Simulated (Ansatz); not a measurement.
**Debugging a many-body input for Ta2O5 (Pmmm)**

A first try at the G0W0 gap of Ta2O5 (Pmmm), what the program said, and an input that works.

Method: G0W0 on LDA, plane waves, PAW; PAW set soft_1, in Ansatz 0.2.0.

**1. The starting structure**

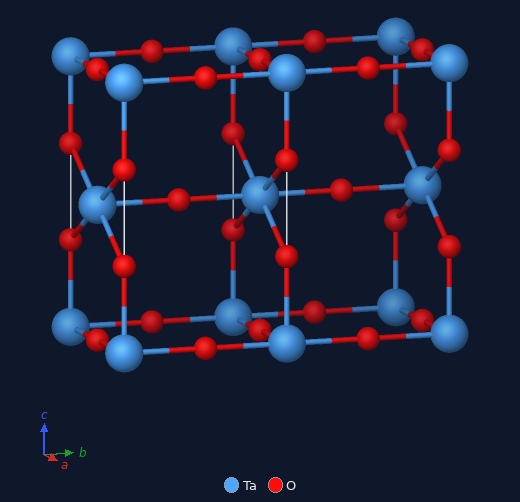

Start, viewed slightly off an axis; tantalum blue, oxygen red. 1×2×1 cells are drawn. Some periodic images of atoms are drawn too.

Geometry: measured cell, ions relaxed with LDA. The runs that relaxed it are not among those shown. Spin-orbit coupling is left out unless a step names it.

**2. First try**

input.yaml reads:

```yaml
crystal:
  lattice:
    - [3.677, 0.0, 0.0]
    - [0.0, 3.897, 0.0]
    - [0.0, 0.0, 6.217]
  atoms:
    - { symbol: Ta, position: [0.5, 0.0, 0.5] }
    - { symbol: Ta, position: [0.0, 0.0, 0.0] }
    - { symbol: O, position: [0.0, 0.0, 0.3219126261] }
    - { symbol: O, position: [0.0, 0.0, 0.6780873739] }
    - { symbol: O, position: [0.5, 0.5, 0.5] }
    - { symbol: O, position: [0.5, 0.0, 0.0] }
    - { symbol: O, position: [0.0, 0.5, 0.0] }
kpoints:
  mp_grid: { grid: [1, 1, 1] }
hamiltonian:
  xc: lda
  pseudopotentials: { kind: paw, azcp: { folder: soft_1 }, xc_functional: pbe }
scf:
  occupations: { method: fixed }
gw:
  n_empty_bands: 94
  ecut_chi: 60
  qp_bands: [v2, c2]
  qp_kpoints: band_edges
  screening: { model: contour_deformation }
```

Run with:

```sh
> ansatz run input.yaml --threads 3 --pin off --max-ram 92160MiB --backend cuda --events-out ev --progress --plain --runs-dir out --devices 1 --max-vram 13GiB
```

Numbers of over 12 decimals in the logs are rounded to 6 here.

Log:

```text
GPUs: using 1 of 1 available (devices: 1).
Engine: ansatz 0.2.0, x86_64-unknown-linux-gnu
Pseudopotentials: kind: paw
Pseudopotential: Ta, paw, valence charge 13, recommended cutoff 420 eV (normal), soft_1/Ta.paw.azcp
Pseudopotential: O, paw, valence charge 6, recommended cutoff 420 eV (normal), soft_1/O.paw.azcp
Functional definition: SPW92
  exchange = slater_x
  correlation = pw_c
device memory: the entry about to start is reckoned to put 0.5 GiB on a device that reports 47.5 GiB free (of which the cap on the GPU budget leaves the run 13.0 GiB)
GPU FFT provider: cuFFT
GPU libraries: cuBLAS 13.8.2, cuFFT 12.4.0, cuSOLVER 12.3.4
Crystal: 7 atoms, lattice volume = 89.085 Å³
Basis set: ecut = 420 eV, 1749 PW (Γ)
Bands: 35, of which v1, the nominal top of the filled ones, is band 28 counted from 1 (27 counted from 0)
Symmetry: 8 space group operations
Space group: Pmmm (ITA 47), of the structure as read, at distance tolerance 4.5e-5 Å
k-points: 1
Non-local potential: Ta, projectors of the file, l = 0: 3, l = 1: 2, l = 2: 2, l = 3: 1
Non-local potential: O, projectors of the file, l = 0: 2, l = 1: 2, l = 2: 1
PAW form: soft (Blöchl's): semilocal exchange-correlation on the pseudo side does not see the compensation charge
PAW frozen core: Ta, regenerated for the run's functional, and the local potential with it (the file was generated under x = pbe(κ = 0.804, μ = 0.219515), c = pbe(β = 0.066725))
PAW frozen core: O, regenerated for the run's functional, and the local potential with it (the file was generated under x = pbe(κ = 0.804, μ = 0.219515), c = pbe(β = 0.066725))
PAW one-centre angular grid: Ta, 590 points (default); XC on 64 Gauss nodes
PAW one-centre angular grid: O, 110 points (default); XC on 64 Gauss nodes
Initial density: superposition of atomic densities (chi_scale 0.1, normalization cell, long waves kept (reshape's long-wave potential 0.02 eV rms))
Initial wavefunctions: pseudopotential atomic-orbital guess
GPU buffer pool allocated for 30375 grid points (all kernels)
GPU transforms: local potential and band sums: pruned to the plane-wave sphere, on 25×25×45
Functional: x = slater, c = lda
SCF iter   1: F=—  HF=-22131.109963 eV  |F-HF|=—  |Δ(HF+E_count)|=         —  Δρ=1.53e-1  dr2=2.06e1  ethr=3.10e-3  ⟨swp⟩=4.0  Hψ=125  notcnv=0  defer=3
preconditioner: auto → Resta (q_TF=auto, 2.525 Å⁻¹)  ε∞=7.8  [insulator: Δε(μ)=2.681 eV  Ē_g=9.544 eV  n_scr=20 (ndim 8)  ℏωp=24.9 eV  f_vac=0.012  ε∞_Penn≈7.8]
SCF iter   2: F=—  HF=-22125.489168 eV  |F-HF|=—  |Δ(HF+E_count)|=    5.62e0  Δρ=1.50e-1  dr2=2.51e1  ethr=3.10e-3  ⟨swp⟩=3.0  Hψ=76  notcnv=0  defer=2
SCF iter   3: F=—  HF=-22126.860988 eV  |F-HF|=—  |Δ(HF+E_count)|=    1.37e0  Δρ=7.86e-2  dr2=7.27e0  ethr=3.10e-3  ⟨swp⟩=2.0  Hψ=66  notcnv=0  defer=2
SCF iter   4: F=—  HF=-22126.031363 eV  |F-HF|=—  |Δ(HF+E_count)|=   8.30e-1  Δρ=5.89e-2  dr2=4.78e0  ethr=3.10e-3  ⟨swp⟩=2.0  Hψ=45  notcnv=0  defer=1
SCF iter   5: F=—  HF=-22125.605287 eV  |F-HF|=—  |Δ(HF+E_count)|=   4.26e-1  Δρ=1.59e-1  dr2=3.69e1  ethr=3.10e-3  ⟨swp⟩=2.0  Hψ=55  notcnv=0  defer=3  recentre
SCF iter   6: F=—  HF=-22125.120112 eV  |F-HF|=—  |Δ(HF+E_count)|=   4.85e-1  Δρ=1.46e-1  dr2=2.79e1  ethr=3.10e-3  ⟨swp⟩=1.0  Hψ=43  notcnv=0  defer=1
SCF iter   7: F=—  HF=-22125.063706 eV  |F-HF|=—  |Δ(HF+E_count)|=   5.64e-2  Δρ=3.93e-2  dr2=2.06e0  ethr=3.10e-3  ⟨swp⟩=1.0  Hψ=34  notcnv=0  defer=1
SCF iter   8: F=—  HF=-22125.630018 eV  |F-HF|=—  |Δ(HF+E_count)|=   5.66e-1  Δρ=2.21e-1  dr2=1.04e2  ethr=3.10e-3  ⟨swp⟩=2.0  Hψ=45  notcnv=0  defer=1  recentre
SCF iter   9: F=—  HF=-22124.965388 eV  |F-HF|=—  |Δ(HF+E_count)|=   6.65e-1  Δρ=3.61e-2  dr2=1.81e0  ethr=3.10e-3  ⟨swp⟩=1.0  Hψ=34  notcnv=0  defer=1
SCF iter  10: F=—  HF=-22125.585230 eV  |F-HF|=—  |Δ(HF+E_count)|=   6.20e-1  Δρ=2.12e-1  dr2=8.53e1  ethr=3.10e-3  ⟨swp⟩=1.0  Hψ=43  notcnv=0  defer=1  recentre
[...]
SCF iter  91: F=—  HF=-22124.938720 eV  |F-HF|=—  |Δ(HF+E_count)|=   1.92e-2  Δρ=3.62e-2  dr2=1.76e0  ethr=2.83e-3  ⟨swp⟩=1.0  Hψ=34  notcnv=0  defer=1
SCF iter  92: F=—  HF=-22124.947821 eV  |F-HF|=—  |Δ(HF+E_count)|=   9.10e-3  Δρ=3.65e-2  dr2=1.78e0  ethr=2.83e-3  ⟨swp⟩=1.0  Hψ=34  notcnv=0  defer=1
SCF iter  93: F=—  HF=-22124.963212 eV  |F-HF|=—  |Δ(HF+E_count)|=   1.54e-2  Δρ=3.70e-2  dr2=1.82e0  ethr=2.83e-3  ⟨swp⟩=1.0  Hψ=34  notcnv=0  defer=1
SCF iter  94: F=—  HF=-22125.005280 eV  |F-HF|=—  |Δ(HF+E_count)|=   4.21e-2  Δρ=3.82e-2  dr2=1.94e0  ethr=2.83e-3  ⟨swp⟩=1.0  Hψ=34  notcnv=0  defer=1
SCF iter  95: F=—  HF=-22124.981373 eV  |F-HF|=—  |Δ(HF+E_count)|=   2.39e-2  Δρ=3.75e-2  dr2=1.87e0  ethr=2.83e-3  ⟨swp⟩=1.0  Hψ=43  notcnv=0  defer=1
SCF iter  96: F=—  HF=-22124.962390 eV  |F-HF|=—  |Δ(HF+E_count)|=   1.90e-2  Δρ=1.13e-1  dr2=1.67e1  ethr=2.83e-3  ⟨swp⟩=1.0  Hψ=34  notcnv=0  defer=1  recentre
SCF iter  97: F=—  HF=-22124.878685 eV  |F-HF|=—  |Δ(HF+E_count)|=   8.37e-2  Δρ=3.42e-2  dr2=1.58e0  ethr=2.83e-3  ⟨swp⟩=1.0  Hψ=34  notcnv=0  defer=1
SCF iter  98: F=—  HF=-22125.666102 eV  |F-HF|=—  |Δ(HF+E_count)|=   7.87e-1  Δρ=2.08e-1  dr2=5.16e1  ethr=2.82e-3  ⟨swp⟩=8.0  Hψ=247  notcnv=0  recentre
SCF iter  99: F=—  HF=-22124.994100 eV  |F-HF|=—  |Δ(HF+E_count)|=   6.72e-1  Δρ=3.89e-2  dr2=1.88e0  ethr=2.82e-3  ⟨swp⟩=7.0  Hψ=235  notcnv=0
SCF iter 100: F=—  HF=-22125.063518 eV  |F-HF|=—  |Δ(HF+E_count)|=   6.94e-2  Δρ=4.18e-2  dr2=2.05e0  ethr=2.82e-3  ⟨swp⟩=6.0  Hψ=204  notcnv=0
Error: did not converge after 100 iterations: dr2 = 2.05e0 (threshold 1.00e-7), under the density mixer `msr1`, which `scf.mixing.algorithm: auto` chose by the deck's other keys (type `scf.mixing.algorithm: msr1` to keep it); at k-index 0, counted from 0 in this SCF's own list of k-points, the highest band that the last eigensolve's fill by count filled, 8.755249 eV, and the lowest that it left empty, 8.923129 eV, la [...]
```

Elapsed: 4.8 s, on 1 × NVIDIA H100 80GB HBM3 (shared by 6 runs) with 3 threads of AMD EPYC 7R13 (Zen 3), shared host; peak memory 0.8 GiB; 4.5 s of CPU time.

**Diagnosis.**

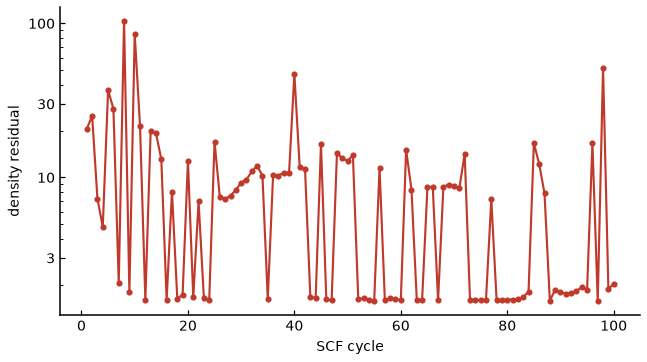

Residual by cycle in this run.

The run stopped without converging, so none of its numbers is a property of the system.

After 100 cycles the residual stands at 2.0, against 14 at cycle 51 and a least value of 1.6.

The program's message: “Error: did not converge after 100 iterations: dr2 = 2.05e0 (threshold 1.00e-7), under the density mixer `msr1`, which `scf.mixing.algorithm: auto` chose by the deck's other keys (type `scf.mixing.algo …”

The fault: one k-point. One point can't sample the density or the screening of a small cell, and the band edges may lie elsewhere in the zone.

**3. A better input**

G0W0 replaces the xc potential by the self-energy, built once from these orbitals. Only a window of levels is corrected, while the sums run over the empty bands that the input names. This step takes PAW set soft_1 files.

input.yaml, as its differences from that of step 2:

```diff
@@ -14,3 +14,3 @@
 kpoints:
-  mp_grid: { grid: [1, 1, 1] }
+  mp_grid: { grid: [4, 4, 4] }
 hamiltonian:
@@ -21,4 +21,4 @@
 gw:
-  n_empty_bands: 94
-  ecut_chi: 60
+  n_empty_bands: 371
+  ecut_chi: 150.0
   qp_bands: [v2, c2]
```

Log:

```text
GPUs: using 1 of 1 available (devices: 1).
[...]
GPU FFT provider: cuFFT
GPU libraries: cuBLAS 13.8.2, cuFFT 12.4.0, cuSOLVER 12.3.4
Crystal: 7 atoms, lattice volume = 89.085 Å³
Basis set: ecut = 420 eV, 1749 PW (Γ)
Bands: 35, of which v1, the nominal top of the filled ones, is band 28 counted from 1 (27 counted from 0)
[... 1 set-up line as in the run before ...]
[...]
k-points: 27 of 64
[...]
GPU buffer pool allocated for 30375 grid points (all kernels)
[...]
SCF iter   1: F=—  HF=-22149.435309 eV  |F-HF|=—  |Δ(HF+E_count)|=         —  Δρ=7.23e-2  dr2=4.78e0  ethr=3.10e-3  ⟨swp⟩=4.1  Hψ=3222  notcnv=0  defer=97
[...]
SCF iter  12: F=-22148.142793 eV  HF=-22148.142793 eV  |F-HF|=6.18e-10  |Δ(HF+E_count)|=   4.75e-8  Δρ=2.13e-6  dr2=4.97e-9  ethr=1.79e-10  ⟨swp⟩=1.0  Hψ=2406  notcnv=0
SCF 1 converged in 12 iterations: F = -22148.142793 eV  dr2 = 4.97e-9
[...]
12    27      7.7993   -25.3678     4.4901   -20.6449  0.6832     7.5462     7.5665  root ?
[...]
15    27      7.9210   -25.7407     4.6509   -20.8619  0.6865     7.6743     7.6931  root ?
[...]
21    27      7.8431   -25.4318     4.5086   -20.6101  0.6822     7.5787     7.5301  root ?
[...]
25    27      7.8644   -25.8365     4.6654   -20.9502  0.6853     7.6264     7.6436  root ?
    25    28      8.7414   -26.4135     4.7272   -21.3681  0.6888     8.4635     8.4232  root ?
    25    29      9.3140   -12.4875    -5.7378   -19.1452  0.7165    10.2307    10.2337  root
    25    30     12.0867   -16.0000    -5.1537   -22.1745  0.7267    13.1046    13.1076  root
    26    27      7.8442   -25.9725     4.6835   -21.0758  0.6860     7.6175     7.6310  root ?
    26    28      8.7417   -26.4163     4.7291   -21.3691  0.6887     8.4638     8.4236  root ?
    26    29      9.5867   -12.7382    -5.9084   -19.5678  0.7065    10.5064    10.5079  root
    26    30     12.0101   -15.9279    -5.2316   -22.1893  0.7272    13.0343    13.0399  root
[key lines of the parts left out:]
SCF converged after 12 iterations
Free energy (F): -22148.142793 eV
Fermi energy:    8.741737 eV
```

Run time: 29 s. Hardware: 1 × NVIDIA H100 80GB HBM3 (shared by 6 runs) with 3 threads; peak memory 2 GiB; 42 s of CPU time.

This step gave:

* bands summed: 399
* RPA ε∞ on this mesh (eigenvalues): 5.837, 7.136, 10.92
* plane waves in the screening matrix: 381
* q-points in the mesh: 64
* G0W0 gap on the mesh: 1.383 eV
* k of the valence top: -0.5, -0.5, -0.5
* k of the conduction bottom: -0.5, 0, 0
* starting gap on the mesh: 0.2014 eV
* Z at the valence top: 0.6887
* Z at the conduction bottom: 0.7444
* least direct G0W0 gap on the computed points: 1.527 eV

The gap on the mesh goes from 0.20 eV to 1.38 eV, a correction of +1.18 eV. The program marks an edge row as in doubt. Between the two edge states, bare exchange in place of the xc potential would open the gap by 10.73 eV, and correlation takes back 9.55 eV.

**4. What came out**

```
first try  : not converged after 4.8 s
better run : G0W0 gap on the mesh 1.38 eV (4×4×4 mesh, 371 empty bands, screening to 150 eV, PAW set soft_1 files)
```

What this shows: The second run differs in: mesh, empty bands and screening cutoff (eV). Bands and cutoff are finite, so the gap is not at the basis limit. The miss can reach some tenths of an eV and take either sign; the mesh is an error of its own. The 4×4×4 mesh is coarse for this cell (its supercell is 15 Å along the shortest edge). The RPA ε∞ on it, from the LDA start, is 5.84, 7.14 and 10.92; such meshes misread the long-range screening, most where the gap is narrow. The many-body steps are scalar-relativistic: spin-orbit coupling is not in them. The program marks a band-edge row as in doubt, so the gap is less sure than its digits.

[Paths, hosts, dates, memory and timing lines, banners, echoed tables and standing remarks are left out of the program output.]

[Logs are printed without paths, hosts, clocks, repeated set-up lines and the standing remarks that a program may print on its own settings, such as how far it seeks lower states.]

[Runs of the session that timed out or met a known fault of the program may be left out.]

[Cells called generated may have been cut or substituted from an entry of the Crystallography Open Database or the Materials Project.]

[No measured gap is set beside runs whose start may be inverted or whose files or cutoffs have a known fault.]

[Hosts, paths, dates, database ids (printed as entryN), source tags and the programs' standing remarks are cut or masked in the printed files.]
